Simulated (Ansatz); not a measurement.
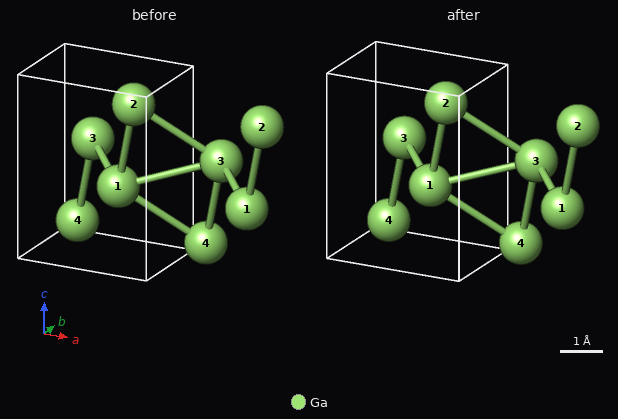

The structure of crystalline Ga (built on the database_64 type) before (left) and after (right) a relaxation, at one scale.

A ball-and-stick model of the cell of the calculation, repeated 2 × 1 × 1 with one cell outlined, seen slightly off an axis.

Case: structure listed in a database for this formula (Cmce, No. 64).

All numbers below come from DFT PBE, scalar-relativistic, plane waves, PAW in Ansatz 0.2.0.

Input file:
```yaml
crystal:
  lattice:
    - [2.2160233304, -3.7989918401, 0.0]
    - [2.2160233304, 3.7989918401, 0.0]
    - [0.0, 0.0, 4.55550353]
  atoms:
    - { symbol: Ga, position: [0.65569572, 0.34430428, 0.41540139] }
    - { symbol: Ga, position: [0.84430428, 0.15569572, 0.91540139] }
    - { symbol: Ga, position: [0.34430428, 0.65569572, 0.58459861] }
    - { symbol: Ga, position: [0.15569572, 0.84430428, 0.08459861] }
basis:
  ecutwfc: 420
kpoints:
  mp_grid: { grid: [12, 12, 10] }
hamiltonian:
  xc: pbe
scf:
  occupations: { method: gaussian, width: 0.1 }
output:
  forces: true
  stress: true
  eigenvalues: true
relax:
  adjacent_minimum: "off"
  f_tol: 0.01
  max_steps: 80
  cell: { stress_tol: 0.05 }
```

**Summarise the run.**

After 5 accepted moves (6 points after the start) the energy has fallen by 12.1 meV per atom. The largest force component goes from 0.023 to 0.00048 eV/Å. The pressure goes from 3.24 to 0.00 GPa. At 1 point the geometry stayed and the basis and grid were re-selected for the new cell (energy shift of 0.3 meV per atom at most each time). The largest moves relative to the cell, 0.012 Å, are those of Ga1, Ga2, Ga3 and Ga4. Ga4 goes along [1 −1 −3]. Cell: a = b 4.398 → 4.495 Å (+2.2 %), c 4.556 → 4.589 Å (+0.7 %), γ 119.5° → 118.9°. Volume +5.9 %. Near-neighbour distances that change, for instance: Ga1–Ga4 2.680 → 2.756 Å, Ga1–Ga3 2.749 → 2.811 Å, Ga1–Ga3 (another image) 2.488 → 2.535 Å, Ga1–Ga2 2.691 → 2.715 Å. The space group stays Cmce (No. 64).
